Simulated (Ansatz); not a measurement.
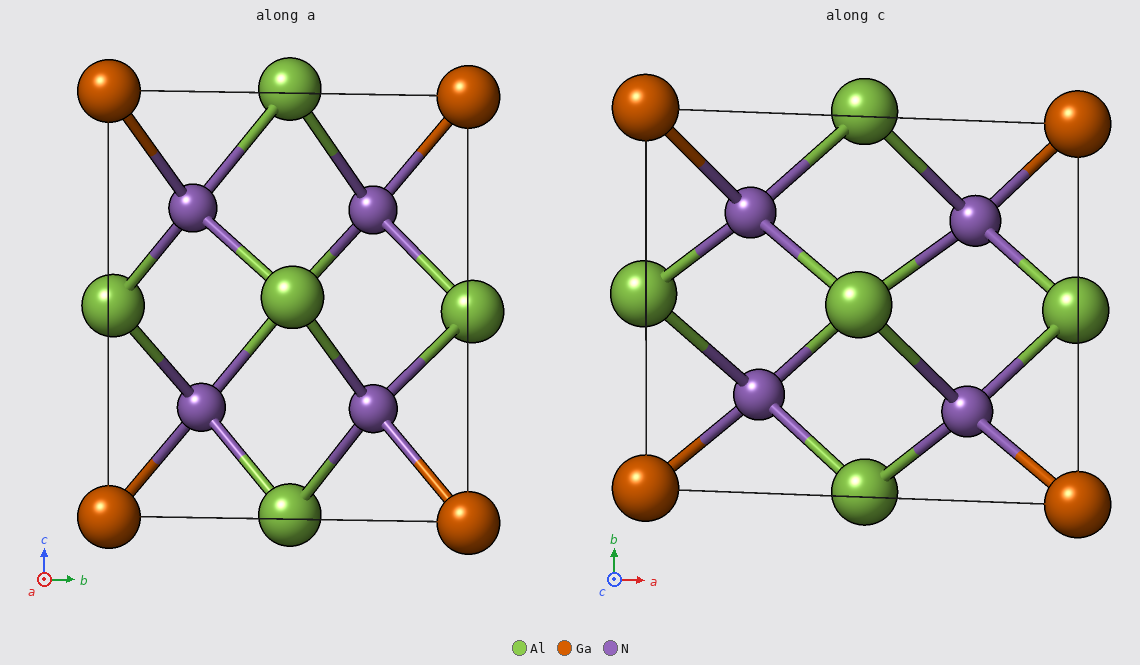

The crystal in a ball-and-stick representation, seen along the a axis and along the c axis. One simulation cell is framed, with atoms on its boundary repeated.

The run was set up as follows:
```yaml
crystal:
  lattice:
    - [4.5338279386, -0.0808738239, 0.0018310202]
    - [-0.0808738239, 3.990101159, -0.0360143783]
    - [0.0018310202, -0.0360143783, 4.7257725197]
  atoms:
    - { symbol: Al, position: [0.4922621789, 0.5049878212, 0.0096329121] }
    - { symbol: Al, position: [0.505714796, 0.013339524, 0.4944226898] }
    - { symbol: Al, position: [-0.0056247258, 0.5123130285, 0.5207651246] }
    - { symbol: Ga, position: [-0.0012532858, 0.0017767183, -0.0019777754] }
    - { symbol: "N", position: [0.7621176376, 0.7371561219, 0.2625679778] }
    - { symbol: "N", position: [0.7433368386, 0.2352177862, 0.7264889907] }
    - { symbol: "N", position: [0.2418951564, 0.7363591276, 0.7289887378] }
    - { symbol: "N", position: [0.2615514041, 0.2588498724, 0.2591113427] }
basis:
  ecutwfc: 420
kpoints:
  mp_grid: { grid: [6, 6, 6] }
hamiltonian:
  xc: pbesol
scf:
  occupations: { method: gaussian, width: 0.05 }
output:
  forces: true
  stress: true
  eigenvalues: true
```
Run as:
```sh
ansatz run input.yaml --threads 2 --pin off --max-ram 5120MiB --backend cpu --events-out ev --progress --plain --runs-dir out
```

The numbers come from Ansatz 0.2.0, DFT PBEsol, scalar-relativistic, plane waves, PAW, using wavefunction cutoff 420 eV, a 6×6×6 sampling of the Brillouin zone, Gaussian smearing of 0.05 eV, no spin polarisation.

Question: Does it come out as a metal, or with a gap?

Answer: A semiconductor at this level, with a gap of 2.67 eV on the k-mesh (the true edges may lie between mesh points, so the gap can be somewhat smaller).

Question: Give the pressure and its sign.

Answer: The computed pressure is 2.1 GPa (compressed: it would expand). The stress isn't hydrostatic: its largest component is 12.7 GPa.

Source of the structure: a structure listed in the Materials Project. The cell was then strained or its atoms displaced on purpose. A calculation with Ansatz used it as input.

At this level of theory the run's own cell isn't at rest (forces up to 4.3 eV/Å), so its distances can differ from those at equilibrium, the more so the softer the solid.
